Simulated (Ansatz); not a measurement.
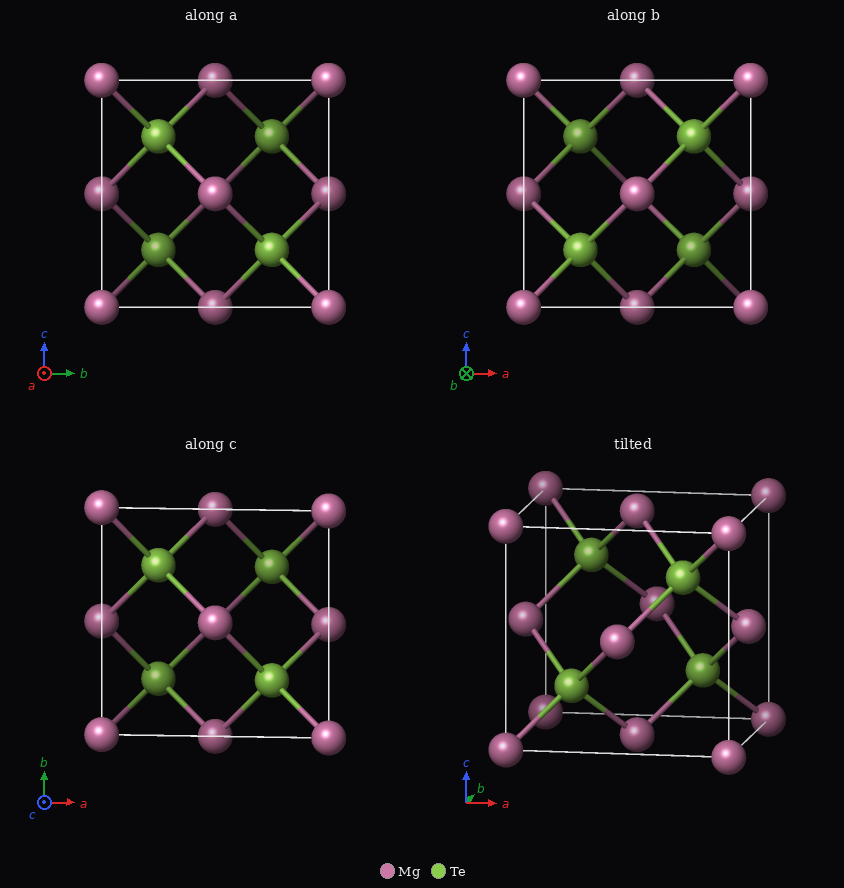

Drawn in the ball-and-stick manner and seen along the a axis, along the b axis, along the c axis and slightly off an axis. The parallelepiped is the drawn cell (a repeat of the simulation cell).

Lattice parameters: a = 6.4664 Å, b = 6.4664 Å, c = 6.4662 Å, α = 90.000°, β = 90.000°, γ = 90.859°.

> Reconstruct the structure as a CIF in P1 with every atom of the cell, with free fractional coordinates to two decimals.

```cif
data_structure
_symmetry_space_group_name_H-M 'P 1'
_symmetry_Int_Tables_number 1
_cell_length_a 6.4664
_cell_length_b 6.4664
_cell_length_c 6.4662
_cell_angle_alpha 90.000
_cell_angle_beta 90.000
_cell_angle_gamma 90.859
_cell_volume 270.35
loop_
_atom_site_label
_atom_site_type_symbol
_atom_site_fract_x
_atom_site_fract_y
_atom_site_fract_z
_atom_site_occupancy
Mg1 Mg 0.00 0.00 0.00 1
Mg2 Mg 0.50 0.50 0.00 1
Mg3 Mg 0.50 0.00 0.50 1
Mg4 Mg 0.00 0.50 0.50 1
Te1 Te 0.25 0.25 0.25 1
Te2 Te 0.75 0.75 0.25 1
Te3 Te 0.75 0.25 0.75 1
Te4 Te 0.25 0.75 0.75 1
```

Provenance: a structure type filled with these elements by a generator (whether the compound takes this form wasn't checked). The cell was then strained or its atoms displaced on purpose. A calculation with Ansatz used it as input.
